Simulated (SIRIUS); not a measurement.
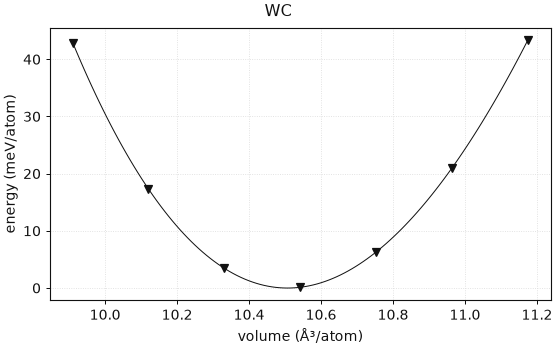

The figure shows the energy against volume for WC, space group Fm-3m (No. 225).

Structure:
```cif
data_structure
_symmetry_space_group_name_H-M 'P 1'
_symmetry_Int_Tables_number 1
_cell_length_a 3.1009
_cell_length_b 3.1009
_cell_length_c 3.1009
_cell_angle_alpha 60.000
_cell_angle_beta 60.000
_cell_angle_gamma 60.000
_cell_volume 21.08
loop_
_atom_site_label
_atom_site_type_symbol
_atom_site_fract_x
_atom_site_fract_y
_atom_site_fract_z
_atom_site_occupancy
W1 W 0.00000 0.00000 0.00000 1
C1 C 0.50000 0.50000 0.50000 1
```

Calculation (SIRIUS 7.10.0): plane-wave DFT, no spin polarisation; energies at scaled volumes of the given cell, shape and fractions fixed, counted from the fit's minimum, third-order Birch-Murnaghan fit. Level: PBE.

k mesh 10×10×10; occupations Fermi–Dirac; smearing width 0.05 eV; potentials dojo sr pbe 0.4.1 standard; wave cutoff 1127 eV; density cutoff 4507 eV.

From this curve and the settings, what does the calculation give for the pressure at the same points?

The pressure falls from 24.14 GPa at volume 9.91 Å³/atom to −19.81 GPa at 11.17 Å³/atom, and changes sign near 10.51 Å³/atom.

```tsv
volume (Å³/atom)	pressure (GPa)
9.91	24.14
10.12	14.72
10.33	6.27
10.54	-1.33
10.75	-8.16
10.96	-14.29
11.17	-19.81
```
